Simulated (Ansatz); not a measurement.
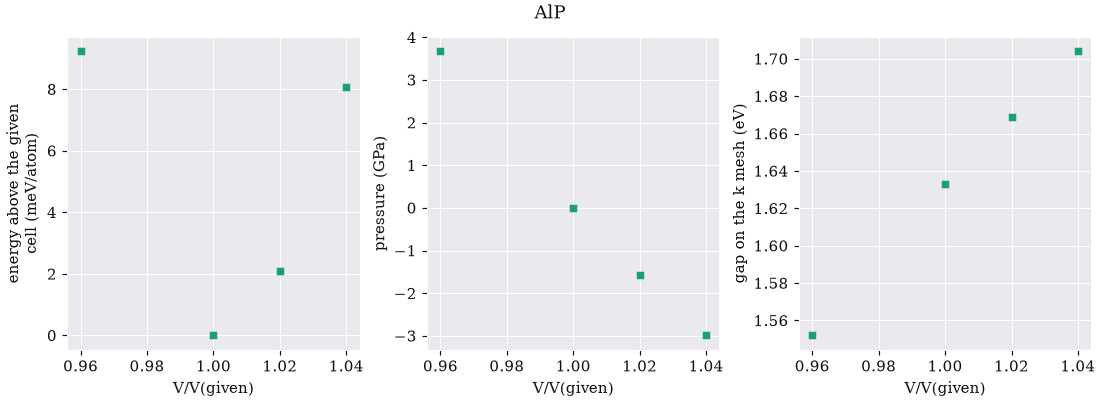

The plot gives the computed energy above the given cell, pressure and gap on the k mesh against V/V(given) for AlP, space group F-43m (No. 216).

Cell as given: a = 3.895 Å, b = 3.895 Å, c = 3.895 Å, α = 60.00°, β = 60.00°, γ = 60.00°; 2 atoms.

How it was computed, with Ansatz 0.2.0: plane-wave density functional theory, PAW datasets, Gaussian smearing 0.05 eV: equation of state, the given cell scaled in volume with shape and atoms relaxed at each volume; third-order Birch-Murnaghan fit. Level: PBE, no spin polarisation.

```csv
setting,value
PAW set,soft_2
wave cutoff,420 eV
k mesh,10×10×10
symmetry use,detected
```

V(given) is 20.89 Å³/atom.

The point at V/V(given) 0.98 is left out of the plot. What does the calculation give there?

```
V/V(given)  energy above the given cell (meV/atom)  pressure (GPa)  gap on the k mesh (eV)
      0.98                                    2.22           1.739                   1.594
```
